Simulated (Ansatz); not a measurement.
A series of calculations on Zr₁₂C

**1. Relaxation**

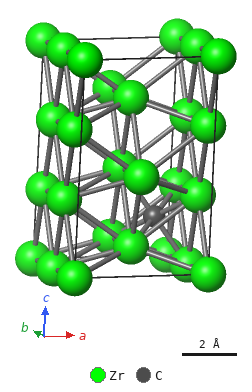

This is the input geometry for a relaxation of a defect cell of composition Zr₁₂C. Style: ball-and-stick. Shown: the cell of the calculation, reduced to other axes, slightly off an axis. Lengths and directions refer to the drawn axes.

It is an interstitial C in hcp Zr. The run prepares the start of a later molecular dynamics calculation, from a guessed geometry.

Computed with DFT PBE, scalar-relativistic, plane waves, PAW in Ansatz.

Input
```yaml
crystal:
  lattice:
    - [6.46, 0.0, 0.0]
    - [-4.845, 8.391786, 0.0]
    - [0.0, 0.0, 5.14539]
  atoms:
    - { symbol: Zr, position: [0.0, 0.0, 0.0] }
    - { symbol: Zr, position: [0.1666667, 0.2222222, 0.5] }
    - { symbol: Zr, position: [0.0, 0.3333333, 0.0] }
    - { symbol: Zr, position: [0.1666667, 0.5555556, 0.5] }
    - { symbol: Zr, position: [0.0, 0.6666667, 0.0] }
    - { symbol: Zr, position: [0.1666667, 0.8888889, 0.5] }
    - { symbol: Zr, position: [0.5, 0.0, 0.0] }
    - { symbol: Zr, position: [0.6666667, 0.2222222, 0.5] }
    - { symbol: Zr, position: [0.5, 0.3333333, 0.0] }
    - { symbol: Zr, position: [0.6666667, 0.5555556, 0.5] }
    - { symbol: Zr, position: [0.5, 0.6666667, 0.0] }
    - { symbol: Zr, position: [0.6666667, 0.8888889, 0.5] }
    - { symbol: C, position: [0.3345332, 0.7792371, 0.2493641] }
basis:
  ecutwfc: 420.0
kpoints:
  mp_grid: { grid: [3, 2, 3] }
hamiltonian:
  xc: pbe
scf:
  occupations: { method: fermi_dirac, width: 0.1 }
  lower_state_search: "off"
relax:
  f_tol: 0.08
  max_steps: 25
  adjacent_minimum: "off"
output:
  write_density: true
  write_potential: true
  elf: true
  volumetric_format: npy
```

Run as
```bash
ansatz run input.yaml --threads 2 --pin off --max-ram 5120MiB --backend cpu --events-out ev --progress --plain --runs-dir out
```

Q: Predict the outcome.

A: The largest move is that of Zr1, 0.042 Å along [1 −1 −3]. By element the largest moves are Zr 0.042 Å, C 0.005 Å. The lattice vectors keep their values. Near-neighbour distances that change, for instance: Zr1–Zr3 3.230 → 3.170 Å, Zr1–Zr9 3.230 → 3.185 Å, Zr2–Zr10 3.230 → 3.186 Å, Zr1–Zr12 3.177 → 3.218 Å. Over 1 accepted move (2 points after the start) the energy falls by 33.1 meV per cell of the calculation. The largest force component goes from 0.31 to 0.072 eV/Å. The line search rejected the trial step at point 1 of the run. The run took 36 s on 2 threads of Intel(R) Xeon(R) Platinum 8259CL CPU @ 2.50GHz (Skylake/Cascade Lake) (shared host), peak memory 0.81 GiB.

The structure at the end:

```
CELL_PARAMETERS angstrom
6.46000 0.00000 0.00000
-4.84500 8.39179 0.00000
0.00000 0.00000 5.14539
ATOMIC_POSITIONS crystal
Zr 0.00363 0.00491 0.99798
Zr 0.16797 0.22351 0.50162
Zr 0.99823 0.33020 0.99721
Zr 0.16648 0.55575 0.49838
Zr 0.00277 0.66704 0.99755
Zr 0.16866 0.88864 0.50137
Zr 0.50028 0.99992 0.00092
Zr 0.66880 0.22575 0.50300
Zr 0.49869 0.33218 0.99857
Zr 0.66322 0.55085 0.50185
Zr 0.49778 0.66677 0.99870
Zr 0.66396 0.88841 0.50263
C 0.33407 0.77865 0.24958
```

Limits of the set-up: the k-point mesh is coarse for a cell with partly filled bands; the periodic images lie only 5.1 Å apart, so the values are limited by the cell's size.

**2. Dynamics**

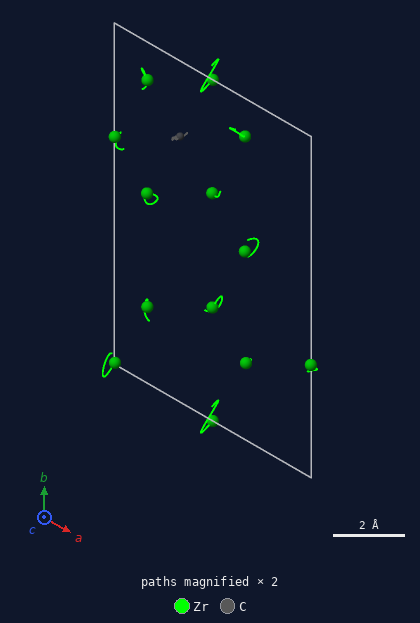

A Born-Oppenheimer molecular dynamics run of Zr with an interstitial C (13 atoms in the cell), 170 fs long. Lines trace each atom's path, in the colour of its element; spheres stand at the starting positions. The excursions are magnified 2 times. Seen along the c axis in the simulation cell.

Theory: Ansatz 0.2.0, DFT PBE, scalar-relativistic, plane waves, PAW. Settings: plane-wave cutoff 420 eV; k-point mesh 3 × 2 × 3; Fermi-Dirac smearing 0.1 eV; constant energy (NVE); velocities drawn for 1200 K; time step 1 fs.

Q: How do the atoms move?

A: Root-mean-square distances from the starting positions over the second half, with the common drift of all atoms taken out: Zr 0.19 Å, C 0.08 Å. The run lasts only 170 fs, too short to tell vibration from diffusion. Over the second half the temperature averages 568 K (spread ±139 K). The first frame carries almost no forces, so kinetic energy first flows into potential energy: the temperature drops from 1200 to 179 K within 48 fs, and without a thermostat its mean stays below the start. The potential energy is still drifting at the end, so the run hasn't reached equilibrium. The potential energy in the second half lies on average 75.5 meV per atom above the first frame.

Limits of the set-up: the k-point mesh is coarse for a cell with partly filled bands; the periodic images lie only 5.1 Å apart, so the values are limited by the cell's size.

Cost: 15 min on 2 threads of Intel(R) Xeon(R) Platinum 8259CL CPU @ 2.50GHz (Skylake/Cascade Lake) (shared host), peak memory 0.99 GiB.

**3. Dynamics**

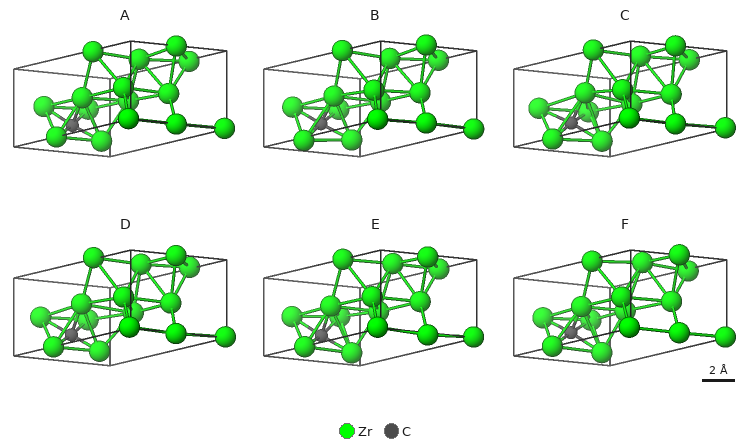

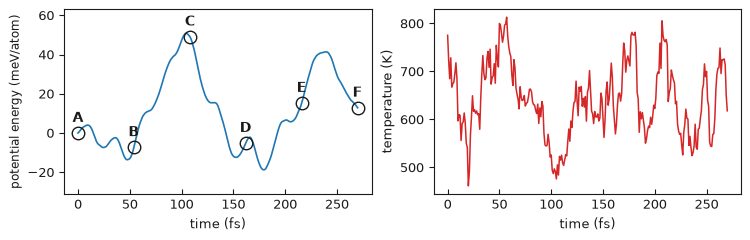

A Born-Oppenheimer molecular dynamics run of Zr with an interstitial C (13 atoms in the cell), 270 fs long. It starts from the last geometry of an earlier run, with fresh velocities. Frames (A at 0 fs, B at 54 fs, C at 108 fs, D at 162 fs, E at 216 fs, F at 270 fs) and the history of the run. The picture is a ball-and-stick view of the simulation cell, seen from a free direction. Bonds to atoms that aren't drawn are left out.

All numbers below come from DFT PBE, scalar-relativistic, plane waves, PAW (Ansatz). Run with plane-wave cutoff 420 eV; k-point mesh 3 × 2 × 3; Fermi-Dirac smearing 0.1 eV; Langevin thermostat (NVT); set temperature 840 K; time step 1 fs; friction 0.01 per fs.

Q: What do the frames and curves show?

A: In the second half of the run the atoms are, in the root-mean-square, this far from where they began (common drift taken out): Zr 0.24 Å, C 0.19 Å. That is small against the typical shortest distance between atoms in the first frame, about 2.4 Å: the atoms vibrate about their sites and the arrangement holds. Over the second half the temperature averages 645 K (spread ±69 K). The potential energy is still drifting at the end, so the run hasn't reached equilibrium. The potential energy in the second half lies on average 9.8 meV per atom above the first frame.

Limits of the set-up: the k-point mesh is coarse for a cell with partly filled bands; the periodic images lie only 5.1 Å apart, so the values are limited by the cell's size.

Cost: 31 min on 2 threads of Intel(R) Xeon(R) Platinum 8259CL CPU @ 2.50GHz (Skylake/Cascade Lake), on a shared host, peak memory 1 GiB.
